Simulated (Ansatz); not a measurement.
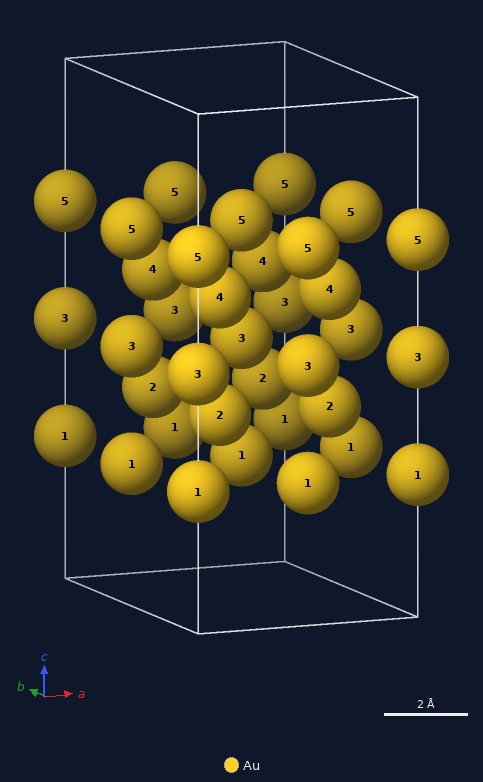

Figure 1. The input geometry (spheres-only view of the 2 × 2 repeat of the cell, with the vacuum cut short, seen slightly off an axis; atoms are numbered from 1 in the order of the input).

## Single-point calculation of Au

Au (slab, 5 atoms in the cell), computed with DFT, PBEsol, all-electron LAPW, scalar-relativistic, no spin polarisation (Ansatz 0.2.0).

Figures and captions count atoms from 1; the log counts them from 0 in places.

## Input file
```yaml
crystal:
  lattice:
    - [2.8875555845, 0.0, 0.0]
    - [0.0, 4.0836202698, 0.0]
    - [0.0, 0.0, 21.7751]
  atoms:
    - { symbol: Au, position: [0.0, 0.0, 0.3673918567] }
    - { symbol: Au, position: [0.5, 0.5, 0.4336959281] }
    - { symbol: Au, position: [0.0, 0.0, 0.5] }
    - { symbol: Au, position: [0.5, 0.5, 0.5663040719] }
    - { symbol: Au, position: [0.0, 0.0, 0.6326081433] }
kpoints:
  mp_grid: { grid: [14, 10, 1] }
scf:
  occupations: { method: fermi_dirac, width: 0.08 }
hamiltonian:
  xc: pbesol
  pseudopotentials: { kind: all_electron, lapw: { basis_error: 0.001 } }
output:
  forces: true
  stress: true
  eigenvalues: true
  populations: true
  dos: { projected: true, de: 0.2, e_range: [-14, 8] }
efield:
  axis: 3
  amplitude: 0
  dipole_correction: true
```

Run as:
```bash
ansatz run input.yaml --threads 2 --pin off --max-ram 4096MiB --backend cpu --events-out ev --progress --plain --runs-dir out
```

## Log
```
Au: projections on atomic orbitals take those of the free atom 1s2 2s2 2p6 3s2 3p6 3d10 4s2 4p6 4d10 4f14 5s2 5p6 5d10 6s1, of charge +0.00 (hamiltonian.pseudopotentials.projection_atoms)
LAPW: plane waves up to 8.058 Å⁻¹, error target 1.0e-3 eV per atom; small_component_spin mean_spin; Au in spheres of 1.444 Å, 43 of its electrons in bands, Dirac shells [] (how accurate: hamiltonian.pseudopotentials.lapw.basis_error, Limitations)
Engine: ansatz 0.2.0, aarch64-unknown-linux-gnu
Pseudopotentials: kind: all_electron
Pseudopotential: Au, LAPW, valence charge 43, lapw/all_electron/scalar/gaussian/Au, Koelling and Harmon's equation, gaussian nucleus
Functional definition: PBEsol
  exchange = pbesol_x
  correlation = pbesol_c
Crystal: 5 atoms, lattice volume = 256.765 Å³
Basis set: ecut = 247.40145172936425 eV, 2283 PW (Γ), exchange–correlation at level 2
Bands: 129, of which v1, the nominal top of the filled ones, is band 108 counted from 1 (107 counted from 0)
Symmetry: 4 space group operations
k-points: 48 of 140
Non-local potential: Au, projectors of the file, none
Initial density: superposition of atomic densities (neutral atoms: chi_scale 0, normalization atom)
Initial wavefunctions: plane waves of lowest kinetic energy (no species holds an atomic orbital)
Functional: x = pbesol(κ = 0.804, μ = 0.12345679012345678), c = pbesol(β = 0.046)
iter 1 solved again at ethr=3.14e-4 eV; its pass at ethr=1.00e-1 eV (dr2=6.76e-1 eV) is discarded
SCF iter   1: F=—  HF=-2585412.861341 eV  |F-HF|=—  |Δ(HF+E_count)|=         —  Δρ=1.48e-2  dr2=6.76e-1  ethr=3.14e-4  p=-0.000 e·Å  D=-8.87e-14 V/Å  ΔV_dip=0.00 eV  dr2_dipole=3.89e-12  V_vac-E_F(+/−)=4.34/4.34 eV  ⟨swp⟩=3.0  Hψ=38338  notcnv=0
efield: sawtooth ramp at fractional position 0.9500 (placed from the atoms, in the widest stretch of the axis that holds none; the zero of the levels goes with the place), width 0.1000; the density the first Hamiltonian is built on has a dipole p = 0.000 e·Å; the dipole correction subtracts the counter field D = 1.39e-13 V/Å, which shifts the + side's vacuum level by -0.00 eV against the − side's; the planar-averaged density in the ramp window peaks in size at 1.9e-7 e/Å³
preconditioner: auto → LDOS  [metal: Δε(μ)=0.022 eV  Ē_g=11.177 eV  σ=0.080 eV  W_gap=0.07  n_scr=70 (ndim 8)  ℏωp=17.2 eV  f_vac=0.639  D(μ)=1.56/eV (n_scr^D=6)  β→1.0]
SCF iter   2: F=—  HF=-2585413.543957 eV  |F-HF|=—  |Δ(HF+E_count)|=   6.83e-1  Δρ=7.91e-3  dr2=3.59e-1  ethr=3.14e-4  p=-0.000 e·Å  D=-8.51e-7 V/Å  ΔV_dip=0.00 eV  dr2_dipole=4.14e-11  V_vac-E_F(+/−)=5.38/5.38 eV  ⟨swp⟩=3.0  Hψ=20075  notcnv=0
iter 3 solved again at ethr=3.21e-6 eV; its pass at ethr=1.67e-4 eV (dr2=6.91e-3 eV) is discarded
SCF iter   3: F=—  HF=-2585411.494726 eV  |F-HF|=—  |Δ(HF+E_count)|=    2.05e0  Δρ=1.21e-3  dr2=6.92e-3  ethr=3.21e-6  p=-0.000 e·Å  D=-1.89e-7 V/Å  ΔV_dip=0.00 eV  dr2_dipole=1.15e-12  V_vac-E_F(+/−)=5.17/5.17 eV  ⟨swp⟩=2.0  Hψ=32282  notcnv=0
SCF iter   4: F=—  HF=-2585411.481788 eV  |F-HF|=—  |Δ(HF+E_count)|=         —  Δρ=7.24e-4  dr2=2.74e-3  ethr=3.21e-6  p=0.000 e·Å  D=4.11e-8 V/Å  ΔV_dip=-0.00 eV  dr2_dipole=6.57e-13  V_vac-E_F(+/−)=5.07/5.07 eV  ⟨swp⟩=3.0  Hψ=18048  notcnv=0
the basis was enlarged: its passes take 693.6 KiB over the memory plan, 2 of 2 planned eigensolver slots
SCF iter   5: F=—  HF=-2585411.481249 eV  |F-HF|=—  |Δ(HF+E_count)|=   5.39e-4  Δρ=2.31e-4  dr2=1.48e-4  ethr=1.28e-6  p=0.000 e·Å  D=8.15e-10 V/Å  ΔV_dip=-0.00 eV  dr2_dipole=7.85e-14  V_vac-E_F(+/−)=5.09/5.09 eV  ⟨swp⟩=2.1  Hψ=17921  notcnv=0
SCF iter   6: F=—  HF=-2585411.481246 eV  |F-HF|=—  |Δ(HF+E_count)|=   2.72e-6  Δρ=7.94e-5  dr2=2.68e-5  ethr=6.88e-8  p=0.000 e·Å  D=7.76e-9 V/Å  ΔV_dip=-0.00 eV  dr2_dipole=1.21e-14  V_vac-E_F(+/−)=5.08/5.08 eV  ⟨swp⟩=2.8  Hψ=17988  notcnv=0
SCF iter   7: F=—  HF=-2585411.481246 eV  |F-HF|=—  |Δ(HF+E_count)|=   2.21e-7  Δρ=2.03e-5  dr2=1.43e-6  ethr=1.24e-8  p=-0.000 e·Å  D=-2.05e-9 V/Å  ΔV_dip=0.00 eV  dr2_dipole=8.40e-18  V_vac-E_F(+/−)=5.09/5.09 eV  ⟨swp⟩=2.4  Hψ=17934  notcnv=0
SCF iter   8: F=—  HF=-2585411.481247 eV  |F-HF|=—  |Δ(HF+E_count)|=   1.20e-6  Δρ=6.14e-6  dr2=1.40e-7  ethr=6.65e-10  p=-0.000 e·Å  D=-1.12e-9 V/Å  ΔV_dip=0.00 eV  dr2_dipole=1.32e-16  V_vac-E_F(+/−)=5.09/5.09 eV  ⟨swp⟩=3.0  Hψ=18180  notcnv=0
SCF iter   9: F=-2585411.481247 eV  HF=-2585411.481247 eV  |F-HF|=3.54e-8  |Δ(HF+E_count)|=   6.98e-8  Δρ=2.40e-6  dr2=1.30e-8  ethr=6.53e-11  p=-0.000 e·Å  D=-5.97e-10 V/Å  ΔV_dip=0.00 eV  dr2_dipole=3.82e-17  V_vac-E_F(+/−)=5.09/5.09 eV  ⟨swp⟩=3.0  Hψ=18027  notcnv=0
SCF 1 converged in 9 iterations: F = -2585411.481247 eV  dr2 = 1.30e-8
SCF converged after 9 iterations
Free energy (F): -2585411.481247 eV
Harris-Foulkes:  -2585411.481247 eV  (|F-HF|=3.54e-8)
Internal energy: -2585411.448703 eV  (E = F + TS)
E sigma→0 (E₀):  -2585411.464975 eV
Entropy (-TS):   -0.032544 eV (-6.509 meV/atom)
Fermi energy:    4.838536 eV
Dipole field:    D = -0.000000 V/Å  (p = -0.000000 e·Å, saw-weighted, corrected)
Work function:   Φ+ = 5.0855 eV   Φ− = 5.0855 eV
Levels:          The Fermi level and band energies are counted from a zero that moves with the ramp; work functions are not
--- Per-component energies (eV) ---
  E_band       = -23494.949645
  E_kinetic    = 2946496.258377
  E_xc         = -48853.052730
  E_efield     = 0.000000  (sawtooth field / dipole correction)
  E_electrostatic = -5483054.654350  (all electrons and nuclei)
  E_smearing   = -0.032544  (= −TS)
  E_closure    = 0.000000  (closes the sum)
  E_atoms      = -2585393.775825  (free atoms, spherical and without spin; not in F)
  Σ components = -2585411.481247   (vs F -2585411.481247, Δ=0.00e0)
  Basis errors (estimates in eV, not in F): energy 3.3e-4 per atom: plane waves 2.9e-4 (1.6e-4 summed), levels above the bands 8.3e-64, relativity 2.2e-8, radial functions 3.3e-5, core shells 1.3e-8; eigenvalues (radial functions only) 8.4e-7; not estimated: angular momenta, meshes, grids; target (lapw.basis_error) 1.0e-3; muffin-tin radii Au 1.444 Å
--- Forces (eV/Å), atoms counted from 1 ---
  atom   1  Au     0.00000000     0.00000000     0.49636878
  atom   2  Au     0.00000000     0.00000000    -0.55977340
  atom   3  Au     0.00000000     0.00000000    -0.00000001
  atom   4  Au     0.00000000     0.00000000     0.55977338
  atom   5  Au     0.00000000     0.00000000    -0.49636877
  max |Σ_I F_I| component: 1.53e-8 eV/Å
--- Stress (GPa, compression-positive) ---
       -3.568594       0.000000       0.000000
        0.000000      -2.130030       0.000000
        0.000000       0.000000      -0.779040
  P = ⅓ Tr σ = -2.1592 GPa (-21.592 kbar)
--- Band table (eV; the first three rows and the last of 48) ---
  k-point 0: bands = ["-317.6377", "-317.6338", "-317.6338", "-317.6177", "-317.6140", "-317.6088", "-317.6088", "-317.6007", "-317.6007", "-317.5950", "-317.5950", "-317.5923", "-317.5923", "-317.5877", "-317.5877", "-316.9882", "-316.9882", "-316.9850", "-316.9850", "-316.9730", "-316.9730", "-316.9725", "-316.9725", "-316.9713", "-316.9713", "-100.5549", "-100.5108", "-100.5095", "-99.8900", "-99.8900", "-73.6046", "-73.6007", "-73.5959", "-73.5919", "-73.5856", "-73.5802", "-73.5778", "-73.5697", "-73.5696", "-73.5631", "-73.5631", "-73.5630", "-73.5628", "-73.5601", "-73.5601", "-73.5574", "-73.5572", "-73.5523", "-73.5523", "-73.5497", "-73.5496", "-72.9526", "-72.9526", "-72.9523", "-72.9523", "-72.9410", "-72.9410", "-72.9373", "-72.9373", "-72.9346", "-72.9346", "-72.9301", "-72.9301", "-72.9300", "-72.9300", "-52.0280", "-51.9449", "-51.9279", "-51.9278", "-51.9157", "-51.8690", "-51.8587", "-51.8520", "-51.8436", "-51.2929", "-51.2929", "-51.2845", "-51.2844", "-51.2506", "-51.2478", "-4.2236", "-2.3502", "-1.7389", "-1.3358", "-0.9595", "-0.6014", "-0.0467", "0.0033", "0.1504", "0.4864", "0.5402", "0.6388", "0.7779", "0.9581", "1.3128", "1.4498", "1.4683", "1.5583", "1.9431", "1.9779", "2.1921", "2.4838", "2.4951", "2.8347", "2.9154", "2.9741", "3.3003", "3.5041", "5.4834", "7.3464", "8.1375", "9.7671", "9.8900", "10.3464", "10.8099", "11.3664", "11.9095", "12.8854", "13.5906", "13.7245", "13.8838", "14.8078", "15.6603", "16.0443", "16.8501", "16.8710", "17.3836", "18.2875", "18.5318"]
  k-point 1: bands = ["-317.6377", "-317.6338", "-317.6338", "-317.6177", "-317.6140", "-317.6088", "-317.6088", "-317.6007", "-317.6007", "-317.5950", "-317.5950", "-317.5923", "-317.5923", "-317.5877", "-317.5877", "-316.9882", "-316.9882", "-316.9850", "-316.9850", "-316.9730", "-316.9730", "-316.9725", "-316.9725", "-316.9713", "-316.9713", "-100.5548", "-100.5109", "-100.5095", "-99.8900", "-99.8900", "-73.6046", "-73.6007", "-73.5959", "-73.5919", "-73.5856", "-73.5802", "-73.5778", "-73.5697", "-73.5696", "-73.5631", "-73.5631", "-73.5630", "-73.5628", "-73.5601", "-73.5601", "-73.5574", "-73.5572", "-73.5523", "-73.5523", "-73.5497", "-73.5496", "-72.9526", "-72.9526", "-72.9523", "-72.9523", "-72.9410", "-72.9410", "-72.9373", "-72.9373", "-72.9346", "-72.9346", "-72.9301", "-72.9301", "-72.9300", "-72.9300", "-52.0272", "-51.9535", "-51.9278", "-51.9268", "-51.9068", "-51.8701", "-51.8591", "-51.8519", "-51.8446", "-51.2930", "-51.2930", "-51.2847", "-51.2846", "-51.2503", "-51.2476", "-4.1176", "-2.3250", "-1.7074", "-1.3264", "-0.9713", "-0.7578", "0.0448", "0.1383", "0.1629", "0.4704", "0.5546", "0.7028", "0.8931", "0.9758", "1.0934", "1.3865", "1.4885", "1.6998", "1.9188", "1.9333", "2.2342", "2.4755", "2.5463", "2.7550", "2.8575", "3.0535", "3.2542", "3.5181", "5.5545", "6.4837", "8.3006", "9.1826", "9.9598", "10.0366", "11.2688", "11.5577", "11.6169", "12.8574", "13.3593", "14.0608", "14.8058", "14.8676", "15.7787", "16.2283", "16.2532", "16.9202", "17.3694", "17.4469", "18.0790"]
  k-point 2: bands = ["-317.6377", "-317.6338", "-317.6338", "-317.6177", "-317.6140", "-317.6088", "-317.6088", "-317.6007", "-317.6007", "-317.5950", "-317.5950", "-317.5923", "-317.5923", "-317.5877", "-317.5877", "-316.9882", "-316.9882", "-316.9850", "-316.9850", "-316.9730", "-316.9730", "-316.9725", "-316.9725", "-316.9713", "-316.9713", "-100.5546", "-100.5110", "-100.5095", "-99.8900", "-99.8900", "-73.6046", "-73.6007", "-73.5959", "-73.5919", "-73.5856", "-73.5802", "-73.5778", "-73.5697", "-73.5696", "-73.5631", "-73.5631", "-73.5630", "-73.5628", "-73.5601", "-73.5601", "-73.5574", "-73.5572", "-73.5523", "-73.5523", "-73.5497", "-73.5496", "-72.9526", "-72.9526", "-72.9523", "-72.9523", "-72.9410", "-72.9410", "-72.9373", "-72.9373", "-72.9346", "-72.9346", "-72.9301", "-72.9301", "-72.9300", "-72.9300", "-52.0250", "-51.9675", "-51.9274", "-51.9239", "-51.8923", "-51.8734", "-51.8599", "-51.8517", "-51.8473", "-51.2932", "-51.2932", "-51.2853", "-51.2851", "-51.2497", "-51.2472", "-3.8079", "-2.2633", "-1.6505", "-1.3447", "-0.9981", "-0.8692", "0.1234", "0.2992", "0.3272", "0.3659", "0.5864", "0.8142", "0.8652", "1.0699", "1.1874", "1.2460", "1.4438", "1.8226", "1.8430", "2.0146", "2.2448", "2.4074", "2.5894", "2.7046", "2.8190", "3.1357", "3.1439", "3.5604", "5.1135", "5.7513", "7.5656", "8.3783", "10.0667", "10.2396", "10.5715", "11.8326", "11.8914", "12.7302", "14.0823", "14.2771", "14.7117", "15.3741", "15.7226", "15.9748", "16.3279", "16.8590", "17.3138", "17.4598", "17.6227"]
  k-point 47: bands = ["-317.6377", "-317.6338", "-317.6338", "-317.6177", "-317.6140", "-317.6088", "-317.6088", "-317.6007", "-317.6007", "-317.5950", "-317.5950", "-317.5923", "-317.5923", "-317.5877", "-317.5877", "-316.9882", "-316.9882", "-316.9850", "-316.9850", "-316.9730", "-316.9730", "-316.9725", "-316.9725", "-316.9713", "-316.9713", "-100.5501", "-100.5075", "-100.5055", "-99.8860", "-99.8860", "-73.6043", "-73.6012", "-73.5959", "-73.5918", "-73.5856", "-73.5800", "-73.5780", "-73.5696", "-73.5695", "-73.5632", "-73.5631", "-73.5629", "-73.5628", "-73.5608", "-73.5607", "-73.5572", "-73.5569", "-73.5521", "-73.5521", "-73.5497", "-73.5497", "-72.9530", "-72.9530", "-72.9523", "-72.9523", "-72.9407", "-72.9407", "-72.9373", "-72.9373", "-72.9347", "-72.9347", "-72.9301", "-72.9301", "-72.9300", "-72.9300", "-52.0569", "-52.0330", "-51.9683", "-51.9238", "-51.9168", "-51.9079", "-51.9061", "-51.8842", "-51.8595", "-51.4047", "-51.4047", "-51.2771", "-51.2770", "-51.2414", "-51.2389", "-1.8297", "-1.7195", "-0.7385", "-0.6117", "-0.5898", "-0.0655", "-0.0565", "0.0176", "0.3886", "0.4001", "0.4547", "0.6962", "0.7709", "0.7979", "1.4498", "1.7210", "1.8991", "2.0495", "2.3196", "2.6209", "3.0048", "3.0665", "3.0798", "3.0999", "3.2804", "5.2785", "5.4709", "7.9046", "8.0817", "8.1018", "8.2189", "8.3526", "8.7137", "8.7795", "10.2978", "11.9974", "12.3443", "12.5922", "14.1091", "14.3066", "14.6345", "15.1432", "15.5182", "15.8409", "16.2582", "16.6123", "16.7370", "16.7379", "16.7827"]
--- Löwdin populations: 5 sites ---
  site symbol       q [e]
     0     Au     78.9489
     1     Au     78.8252
     2     Au     78.8227
     3     Au     78.8252
     4     Au     78.9489
  spilling = 0.001592 (of n_electrons = 395.000000)
```

## File populations.tsv
```
# site	symbol	l	j	q
# orbitals = lowdin
# n_electrons = 395.000000
# spilling = 0.001592
# projection_atom_Au: 1s2 2s2 2p6 3s2 3p6 3d10 4s2 4p6 4d10 4f14 5s2 5p6 5d10 6s1
0	Au	0_1S	-	2.000000
0	Au	0_2S	-	1.999998
0	Au	0_3S	-	1.999974
0	Au	0_4S	-	1.999737
0	Au	0_5S	-	1.996172
0	Au	0_6S	-	1.159767
0	Au	1_2P	-	6.000000
0	Au	1_3P	-	5.999999
0	Au	1_4P	-	5.999989
0	Au	1_5P	-	5.998806
0	Au	2_3D	-	10.000000
0	Au	2_4D	-	9.999996
0	Au	2_5D	-	9.794513
0	Au	3_4F	-	13.999995
1	Au	0_1S	-	2.000000
1	Au	0_2S	-	1.999996
1	Au	0_3S	-	1.999954
1	Au	0_4S	-	1.999537
1	Au	0_5S	-	1.993223
1	Au	0_6S	-	1.082687
1	Au	1_2P	-	6.000000
1	Au	1_3P	-	5.999999
1	Au	1_4P	-	5.999991
1	Au	1_5P	-	5.999057
1	Au	2_3D	-	10.000000
1	Au	2_4D	-	9.999995
1	Au	2_5D	-	9.750761
1	Au	3_4F	-	13.999994
2	Au	0_1S	-	2.000000
2	Au	0_2S	-	1.999996
2	Au	0_3S	-	1.999951
2	Au	0_4S	-	1.999511
2	Au	0_5S	-	1.992878
2	Au	0_6S	-	1.073123
2	Au	1_2P	-	6.000000
2	Au	1_3P	-	5.999999
2	Au	1_4P	-	5.999991
2	Au	1_5P	-	5.999051
2	Au	2_3D	-	10.000000
2	Au	2_4D	-	9.999995
2	Au	2_5D	-	9.758211
2	Au	3_4F	-	13.999994
3	Au	0_1S	-	2.000000
3	Au	0_2S	-	1.999996
3	Au	0_3S	-	1.999954
3	Au	0_4S	-	1.999537
3	Au	0_5S	-	1.993223
3	Au	0_6S	-	1.082687
3	Au	1_2P	-	6.000000
3	Au	1_3P	-	5.999999
3	Au	1_4P	-	5.999991
3	Au	1_5P	-	5.999057
3	Au	2_3D	-	10.000000
3	Au	2_4D	-	9.999995
3	Au	2_5D	-	9.750761
3	Au	3_4F	-	13.999994
4	Au	0_1S	-	2.000000
4	Au	0_2S	-	1.999998
4	Au	0_3S	-	1.999974
4	Au	0_4S	-	1.999737
4	Au	0_5S	-	1.996172
4	Au	0_6S	-	1.159767
4	Au	1_2P	-	6.000000
4	Au	1_3P	-	5.999999
4	Au	1_4P	-	5.999989
4	Au	1_5P	-	5.998806
4	Au	2_3D	-	10.000000
4	Au	2_4D	-	9.999996
4	Au	2_5D	-	9.794513
4	Au	3_4F	-	13.999995
```

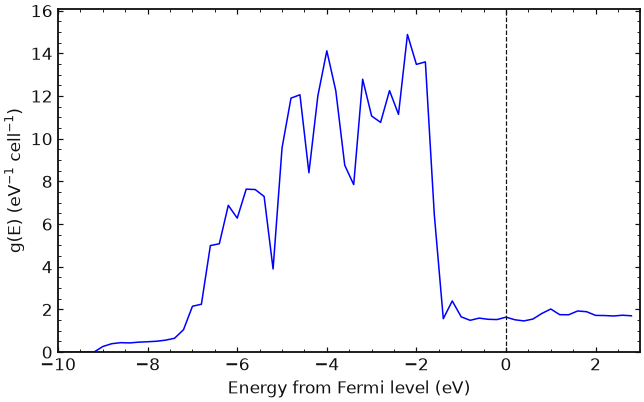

Figure 2. Density of states, with energies from the Fermi level. There are states at the Fermi level: a metal at this level of theory.

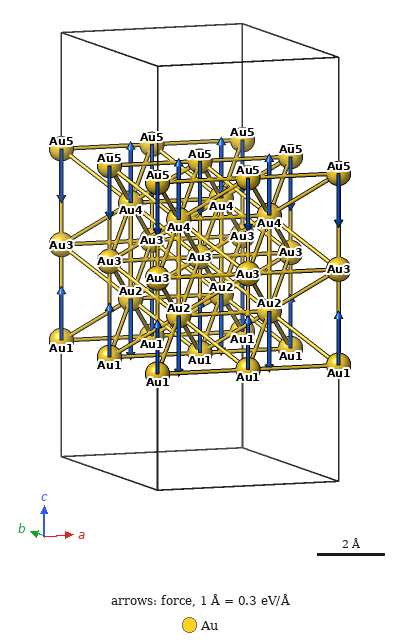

Figure 3. Forces on the atoms as blue arrows (ball-and-stick view of the 2 × 2 repeat of the cell, with the vacuum cut short, seen slightly off an axis; atoms are numbered from 1 in the order of the input). The largest act on Au2, Au4 (0.56 eV/Å); Au1, Au5 (0.50 eV/Å). The geometry is not a stationary point of this energy.

## Results in brief

- outcome: converged
- electrons in bands (core shells apart): 215
- free energy: −2585411.4812 eV
- Fermi energy: 4.839 eV
- electronic character: metal
- largest force (length of the vector): 0.560 eV/Å
- hardware: 2 threads of Arm Neoverse V2, 24 GiB of memory available, shared host
- wall time: 6.4 min (CPU time 13 min)
- peak memory: 1.7 GiB

Spin–orbit coupling is left out, which matters for Au.
